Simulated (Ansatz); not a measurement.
Cell and atoms:

```yaml
crystal:
  lattice:
    - [3.16740, 0.00000, 0.00000]
    - [-1.58370, 2.74305, 0.00000]
    - [0.00000, 0.00000, 5.28847]
  atoms:
    - { symbol: Co, position: [0.33333, 0.66667, 0.00714] }
    - { symbol: Co, position: [0.66667, 0.33333, 0.50714] }
    - { symbol: O, position: [0.33333, 0.66667, 0.36787] }
    - { symbol: O, position: [0.66667, 0.33333, 0.86787] }
```

What does this file describe?

Answer. The stoichiometry is CoO. The symmetry is that of P6_3mc (No. 186), on a primitive hexagonal lattice. Type of structure: wurtzite. Cell content: 2 Co, 2 O, that is 2 formula units. About every Co there are four O in a tetrahedral arrangement at 1.91 to 1.97 Å. O bonds to four Co in a tetrahedral arrangement at 1.91 to 1.97 Å. The bonds build a three-dimensional framework.

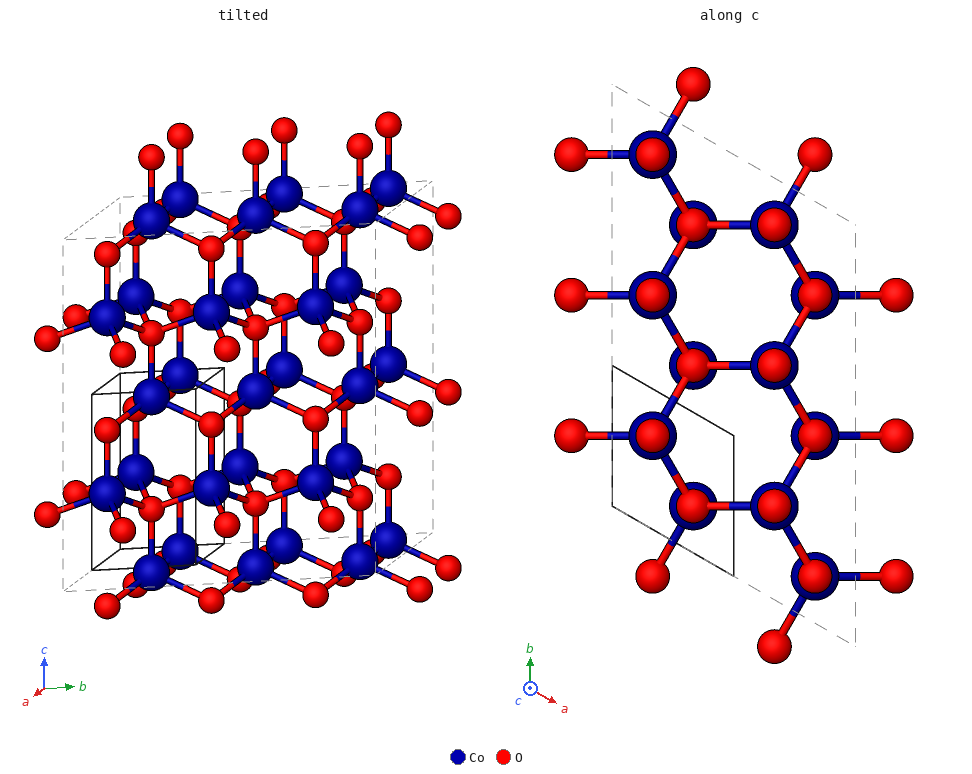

An orthographic ball-and-stick view of the structure, slightly off an axis and along the c axis. The solid frame is a single conventional unit cell within a 2×3×2 block. Some atoms of the next cells are drawn as well. Colours: cobalt blue, oxygen red.

Origin of the cell: a structure listed in the Materials Project. The structure drawn was relaxed with DFT PBE, scalar-relativistic, plane waves, PAW (Ansatz 0.2.0).
